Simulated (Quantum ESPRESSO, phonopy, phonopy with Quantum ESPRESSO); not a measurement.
# Grüneisen parameters and expansion of CaO (Fm-3m), part 8 of 8

Wanted: mode Grüneisen parameters of CaO and a free-energy fit over volumes.

What experiment has found for this phase:
- heat capacity C_P per formula unit 42.2 J/mol/K and bulk modulus 113 GPa near room temperature (given in “High-Throughput Prediction of Finite-Temperature Properties using the Quasi-Harmonic Approximation”, 2016, arXiv:1603.06924)

Quantum ESPRESSO 7.5; DFT LDA, scalar-relativistic, plane waves, GBRV ultrasoft pseudopotentials.

So far. Step 25 (Ground state at this cell, V/V0 1.05): The run ends at a pressure of -5.62 GPa. Step 26 (Zone-centre response): The Born charges sum to zero within 8.6e-4 e; the rest is removed before use. Acoustic frequencies in this log differ from zero by the error of the sum rule, which ph.x does not impose.

## Step 27: Forces on a displaced cell

One atom (for the harmonic constants) or a pair of atoms (for the cubic ones) is moved by a few hundredths of an ångström; the forces on all atoms give a column of force constants. The threshold is tight because the forces are small.

System of this step: CaO. It takes space group Imm2 (No. 44, orthorhombic). Conventional cell: a = 6.769 Å, b = 9.573 Å, c = 6.769 Å, α = 90.00°, β = 90.00°, γ = 90.00°. Ca has 6 O at 2.38 to 2.41 Å nearest. Nearest to Ca lie 6 O at 2.39 Å. Ca has 6 O at 2.39 Å nearest. Nearest to O lie 6 Ca at 2.39 Å. Farther neighbours and most contacts between anions are not listed.

File disp-00001.in:

```
&control
   calculation = 'scf'
   prefix = 'x'
   outdir = './tmp'
   pseudo_dir = './pseudo'
   tprnfor = .true.
   disk_io = 'none'
/
&system
   ibrav = 0
   nat = 16
   ntyp = 2
   ecutwfc = 45.0
   ecutrho = 270.0
   occupations = 'fixed'
   nbnd = 66
/
&electrons
   conv_thr = 1.0d-11
   mixing_beta = 0.7
   electron_maxstep = 100
/
ATOMIC_SPECIES
 Ca     40.0780  Ca.upf
 O      15.9990  O.upf
CELL_PARAMETERS angstrom
     0.000000000    4.786270796    4.786270796
     4.786270796    0.000000000    4.786270796
     4.786270796    4.786270796    0.000000000
ATOMIC_POSITIONS crystal
 Ca     0.002954730   0.000000000   0.000000000
 Ca     0.500000000   0.000000000   0.000000000
 Ca     0.000000000   0.500000000   0.000000000
 Ca     0.500000000   0.500000000   0.000000000
 Ca     0.000000000   0.000000000   0.500000000
 Ca     0.500000000   0.000000000   0.500000000
 Ca     0.000000000   0.500000000   0.500000000
 Ca     0.500000000   0.500000000   0.500000000
 O      0.250000000   0.250000000   0.250000000
 O      0.750000000   0.250000000   0.250000000
 O      0.250000000   0.750000000   0.250000000
 O      0.750000000   0.750000000   0.250000000
 O      0.250000000   0.250000000   0.750000000
 O      0.750000000   0.250000000   0.750000000
 O      0.250000000   0.750000000   0.750000000
 O      0.750000000   0.750000000   0.750000000
K_POINTS automatic
 3 3 3 0 0 0
```

On the command line:

```sh
$ OMP_NUM_THREADS=1 mpirun -n 4 pw.x -nk 4 -in disp-00001.in > disp-00001.out
```

Output:

```text
[banner, memory and clock lines left out]
Program PWSCF v.7.5

     Message from routine setup:
     using ibrav=0 with symmetry is DISCOURAGED, use correct ibrav instead

     G-vector sticks info

     bravais-lattice index     =            0
     lattice parameter (alat)  =      12.7912  a.u.
     unit-cell volume          =    1479.8524 (a.u.)^3
     number of atoms/cell      =           16
     number of atomic types    =            2
     number of electrons       =       128.00
[...]
atom    1 type  1   force =     0.00000000   -0.00455380   -0.00455380
     atom    2 type  1   force =     0.00000000    0.00211558    0.00211558
     atom    3 type  1   force =     0.00141194   -0.00019763    0.00070318
[...]
atom   15 type  2   force =    -0.00000031    0.00035784    0.00035784
     atom   16 type  2   force =     0.00000499   -0.00011104   -0.00011104

     Total force =     0.007968     Total SCF correction =     0.000001
     Message from routine punch:
     Nothing written, as per user request (disk_io='none')
[key lines of the parts left out:]
!    total energy              =    -860.08642585 Ry
convergence has been achieved in  16 iterations
```

The job ended after 46 s (4 MPI ranks of Arm Neoverse V2, shared host).

## Step 28: Phonons, V/V0 1.05

This step: DFT LDA, scalar-relativistic, plane waves, GBRV ultrasoft pseudopotentials (phonopy with Quantum ESPRESSO 4.10.0 / 7.5).

The job ended after 49 s (8 threads; 6.3 min of CPU time).

Phonopy, LO-TO term from ph.x's tensors. Phonon branches along the path, in cm⁻¹:

| point | branch 1 | branch 2 | branch 3 | branch 4 | branch 5 | branch 6 |
| --- | --- | --- | --- | --- | --- | --- |
| Γ | 0 | 0 | 0 | 256 | 256 | 541 |
| X | 201 | 201 | 276 | 280 | 280 | 383 |
| U | 190 | 263 | 272 | 283 | 337 | 359 |
| jump to K | 190 | 263 | 272 | 283 | 338 | 359 |
| Γ | 0 | 0 | 0 | 256 | 256 | 541 |
| L | 170 | 170 | 295 | 295 | 365 | 460 |
| W | 224 | 259 | 259 | 306 | 336 | 336 |
| X | 201 | 201 | 276 | 280 | 280 | 383 |

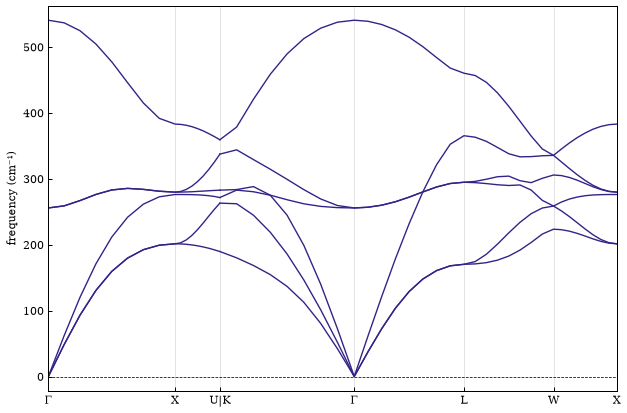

Phonon branches along the path.

No mode is imaginary beyond numerical noise along the path. The highest zone-centre mode (no LO–TO term) moved by -12.4 % for a volume change of +5.0 %.

The time given is that of the 2 pw.x runs on displaced cells behind this step.

## Step 29: How the modes move with volume

This step: DFT LDA, scalar-relativistic, plane waves, GBRV ultrasoft pseudopotentials (phonopy 4.10.0).

This step gave:

- share of modes with a negative Grüneisen parameter: 0

Mean Grüneisen, by row:

| T (K) | heat-capacity-weighted mean | root mean square |
| --- | --- | --- |
| 50 | 1.426 | 1.576 |
| 100 | 1.525 | 1.642 |
| 200 | 1.556 | 1.66 |
| 300 | 1.554 | 1.656 |
| 500 | 1.551 | 1.652 |
| 800 | 1.549 | 1.65 |

Mean mode Grueneisen parameter against wavenumber:

| wavenumber (cm⁻¹) | mean mode Grueneisen parameter |
| --- | --- |
| 10 | - |
| 48 | 1.07 |
| 85 | 1.75 |
| 142 | 1.56 |
| 180 | 1.57 |
| 218 | 1.16 |
| 256 | 1.22 |
| 313 | 2 |
| 351 | 1.6 |
| 389 | 1.05 |
| 427 | 1.03 |
| 484 | 1.05 |
| 522 | 1.05 |
| 560 | 1.08 |

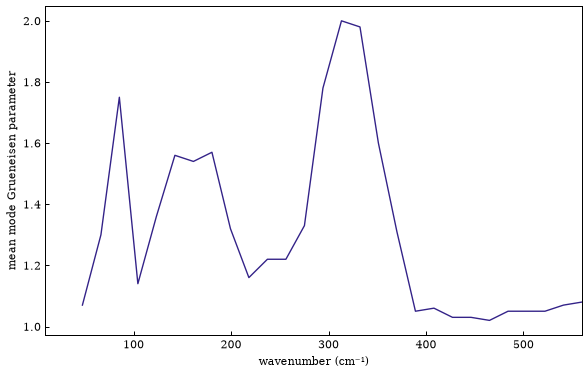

Mean mode Grueneisen parameter against wavenumber.

Volume series, by row:

| V/V0 | V (Å³/atom) | pressure (GPa) | E - E0 (meV/atom) | gap (eV) | zero-point energy (meV/atom) | lowest on the path (cm⁻¹) | highest at Gamma without the LO-TO term (cm⁻¹) |
| --- | --- | --- | --- | --- | --- | --- | --- |
| 0.97 | 12.66 | 4.266 | 5.459 | 3.427 | 58.55 | 0 | 314.4 |
| 0.985 | 12.86 | 2.071 | 1.439 | 3.441 | 57.22 | 0 | 303.2 |
| 1 | 13.05 | 0.049 | 0 | 3.452 | 55.92 | 0 | 292 |
| 1.015 | 13.25 | -1.816 | 0.935 | 3.463 | 54.65 | 0 | 281.1 |
| 1.03 | 13.44 | -3.537 | 4.067 | 3.472 | 53.38 | 0 | 270.2 |
| 1.05 | 13.71 | -5.625 | 11.37 | 3.483 | 51.75 | 0 | 255.8 |

The optical frequency at Gamma without the LO-TO term, mode 4 by V/V0:

| V/V0 | optical frequency at Gamma without the LO-TO term, mode 4 (cm⁻¹) |
| --- | --- |
| 0.9700 | 314 |
| 0.9850 | 303 |
| 1.0000 | 292 |
| 1.0150 | 281 |
| 1.0300 | 270 |
| 1.0500 | 256 |

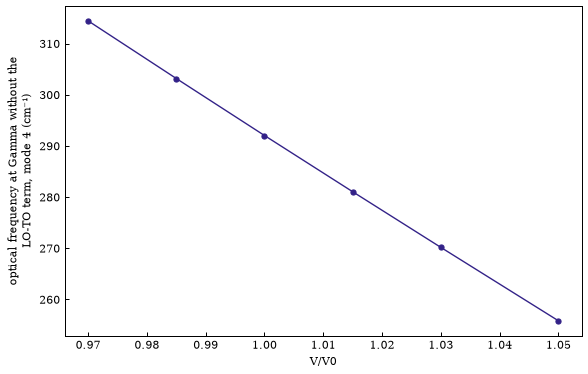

Optical frequency at Gamma without the LO-TO term, mode 4 against V/V0.

Grüneisen at points, by row:

| point | branch | frequency (cm⁻¹) | mode Grüneisen parameter |
| --- | --- | --- | --- |
| Γ | 4 | 292 | 2.53 |
| Γ | 6 | 570.5 | 1.1 |
| X | 1 | 204.7 | 0.11 |
| X | 3 | 312.5 | 2.17 |
| X | 4 | 315.7 | 2.42 |
| X | 6 | 393.2 | 0.67 |
| U | 1 | 201 | 1.01 |
| U | 2 | 280.9 | 1.16 |
| U | 3 | 298.5 | 1.5 |
| U | 4 | 315.1 | 2.18 |
| U | 5 | 362.8 | 1.56 |
| U | 6 | 377.8 | 1.25 |
| K | 1 | 201 | 1.01 |
| K | 2 | 280.9 | 1.16 |
| K | 3 | 298.5 | 1.5 |
| K | 4 | 315.1 | 2.18 |
| K | 5 | 362.8 | 1.56 |
| K | 6 | 377.8 | 1.25 |
| L | 1 | 190.1 | 2.16 |
| L | 3 | 325.2 | 1.94 |
| L | 5 | 383.9 | 1.02 |
| L | 6 | 486.7 | 1.14 |
| W | 1 | 241.9 | 1.58 |
| W | 2 | 278.3 | 1.06 |
| W | 4 | 332 | 1.64 |
| W | 5 | 360.1 | 1.66 |

The printed pressures lie 0.11 GPa below −dE/dV of the same runs on average, in a series that spans 9.9 GPa: energy and stress disagree, as they do when the basis is incomplete, so the pressures are not converged.

## Step 30: Free-energy fit

Numbers from this step:

* volume expansion coefficient at 300 K: 35.03 1e-6/K
* isothermal bulk modulus at 300 K: 120.5 GPa
* C_P at 300 K: 21.36 J/mol-atom/K
* Grüneisen parameter at 300 K: 1.605

The energy (each curve on its own zero) by volume; values in meV/atom:

| volume (Å³/atom) | static | F at 0 K | F at 300 K | F at 1300 K |
| --- | --- | --- | --- | --- |
| 12.662 | 5.46 | 8.76 | 10.9 | 25.6 |
| 12.857 | 1.44 | 3.42 | 4.75 | 13.8 |
| 13.053 | 0 | 0.67 | 1.2 | 4.56 |
| 13.249 | 0.93 | 0.33 | 0.01 | -2.42 |
| 13.445 | 4.07 | 2.21 | 1 | -7.35 |
| 13.706 | 11.4 | 7.87 | 5.43 | -11.0 |

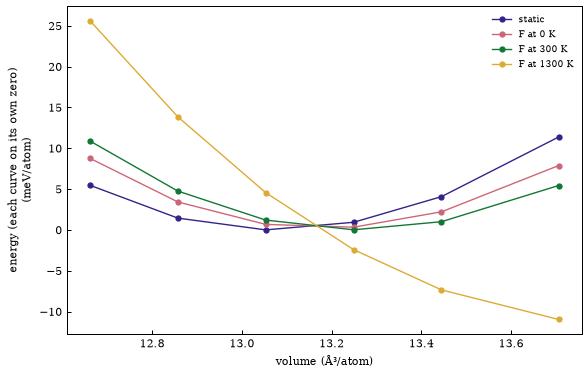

Energy (each curve on its own zero), plotted against volume.

Phonopy-qha, vinet fit of F(V) at each temperature; no electronic free energy. Qha vinet, by row:

| T (K) | fitted volume (Å³/atom) | alpha_V (1e-6/K) | B_T (GPa) | C_P (J/mol-atom/K) | Grueneisen |
| --- | --- | --- | --- | --- | --- |
| 100 | 13.18 | 12.21 | 125.2 | 7.681 | 1.564 |
| 150 | 13.2 | 21.79 | 124.2 | 13.59 | 1.586 |
| 200 | 13.21 | 28.14 | 123.1 | 17.42 | 1.596 |
| 250 | 13.23 | 32.24 | 121.8 | 19.81 | 1.601 |
| 300 | 13.25 | 35.03 | 120.5 | 21.36 | 1.605 |
| 350 | 13.28 | 37.07 | 119.2 | 22.42 | 1.609 |
| 400 | 13.3 | 38.68 | 117.8 | 23.19 | 1.614 |
| 450 | 13.33 | 40.02 | 116.4 | 23.76 | 1.62 |
| 500 | 13.36 | 41.19 | 115 | 24.22 | 1.626 |
| 550 | 13.39 | 42.27 | 113.5 | 24.59 | 1.632 |
| 600 | 13.41 | 43.28 | 112 | 24.91 | 1.639 |
| 650 | 13.44 | 44.26 | 110.5 | 25.19 | 1.647 |
| 700 | 13.47 | 45.22 | 109 | 25.44 | 1.654 |
| 750 | 13.5 | 46.18 | 107.4 | 25.67 | 1.662 |
| 800 | 13.54 | 47.15 | 105.8 | 25.89 | 1.67 |
| 850 | 13.57 | 48.14 | 104.2 | 26.11 | 1.679 |

Volume expansion coefficient, phonopy-qha, Vinet against temperature:

| temperature (K) | volume expansion coefficient, phonopy-qha, Vinet (1e-6/K) |
| --- | --- |
| 75 | 6.79 |
| 125 | 17.4 |
| 200 | 28.1 |
| 250 | 32.2 |
| 325 | 36.1 |
| 375 | 37.9 |
| 425 | 39.4 |
| 500 | 41.2 |
| 550 | 42.3 |
| 600 | 43.3 |
| 675 | 44.7 |
| 725 | 45.7 |
| 800 | 47.1 |
| 850 | 48.1 |

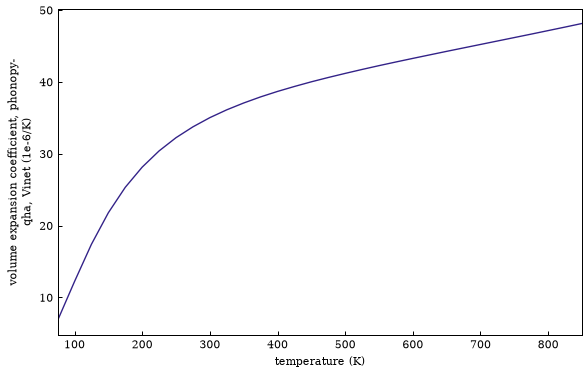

Volume expansion coefficient, phonopy-qha, Vinet against temperature.

The fit gives a volume expansion of 35.0 × 10⁻⁶/K at 300 K.

## Step 31: Summary of results

```json
{
  "volume expansion coefficient at 300 K": "35.03 1e-6/K",
  "isothermal bulk modulus at 300 K": "120.5 GPa",
  "C_P at 300 K": "21.36 J/mol-atom/K",
  "Grüneisen parameter at 300 K": "1.605",
  "mean mode Grüneisen parameter at 300 K": "1.55"
}
```

**Reading.** Near room temperature CaO expands by 35.0 × 10⁻⁶/K in volume by LDA, with C_P = 21.4 J/(mol K) per mole of atoms and B_T = 121 GPa. The q-mesh is coarse, and the expansion can converge slowly with it. The table stops at 850 K because beyond it the fitted volume comes within 1 % of the largest computed cell, where the fit loses its support. C_P at room temperature is 86 % of the classical 3R an atom, so the stiffest modes are still partly frozen out. A measured bulk modulus near room temperature is 113 GPa (arXiv:1603.06924); the calculated 121 GPa differs by +7 %. The table does not say whether its value is isothermal or adiabatic. A measured heat capacity per formula unit near room temperature is 42.2 J/mol/K (arXiv:1603.06924); the calculated 42.7 J/mol/K differs by +1 %. The heat-capacity-weighted Grüneisen parameter goes from 1.43 at 50 K to 1.55 at 800 K. Weighting γ by the density of states and each mode's heat capacity at 300 K, modes below 190 cm⁻¹ give about 13 % of the sum of γC that drives the expansion, those up to 380 cm⁻¹ 78 % and the rest 9 %. Among the labelled points γ is largest for branch 4 at Γ (292 cm⁻¹, 2.5) and smallest for branch 1 at X (205 cm⁻¹, 0.11). The supercell is small: only its own wavevectors are exact, and branches between them are interpolated and can be misplaced. The printed pressures lie 0.11 GPa below −dE/dV of the same runs on average, in a series that spans 9.9 GPa: energy and stress disagree, as they do when the basis is incomplete, so the pressures are not converged.

[Logs are printed without paths, hosts, clocks, repeated set-up lines and the standing remarks that a program may print on its own settings, such as how far it seeks lower states.]

[Hosts, paths, dates, database ids (printed as entryN), source tags and the programs' standing remarks are cut or masked in the printed files.]

[A step with changed settings may run another functional than the one named; its input shows which.]

[Of the runs on displaced cells, only some may be shown.]
